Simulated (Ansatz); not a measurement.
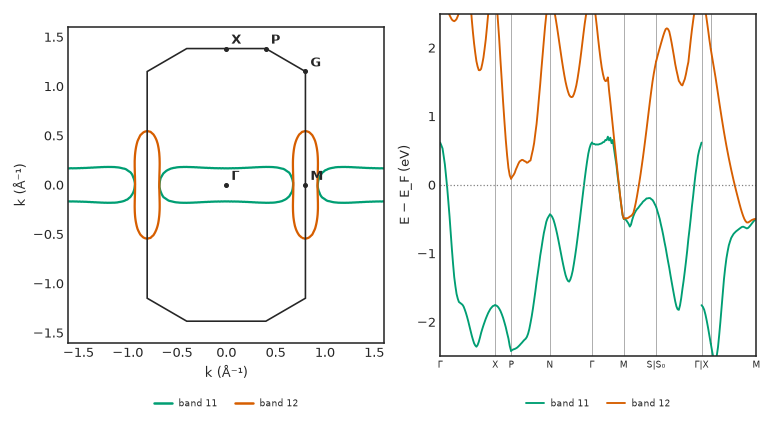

Si2W (space group I4/mmm, No. 139): cut through the Fermi surface in the plane through Γ, M and X, and the bands that cross the Fermi level.

Level of theory: DFT PBE, scalar-relativistic, plane waves, PAW; levels and slopes on a dense k mesh at the converged density in Ansatz 0.2.0. No spin polarisation. Mesh 24×24×24, interpolated with the band slopes. The geometry was not relaxed (residual pressure 3 GPa).

Question: Give each band's level at the labelled points, in eV from the Fermi level.

Answer:
```
   band      Γ      M      X      P      N
band 11  +0.62  −0.49  −1.75  −2.42  −0.43
band 12  above  −0.49  above  +0.09  above
```

Negative values are filled states; "above" and "below" lie outside the plotted window.

Spin-orbit coupling is left out; with W it can split, shift or remove sheets. The mesh is coarse (steps of 0.12 Å⁻¹).
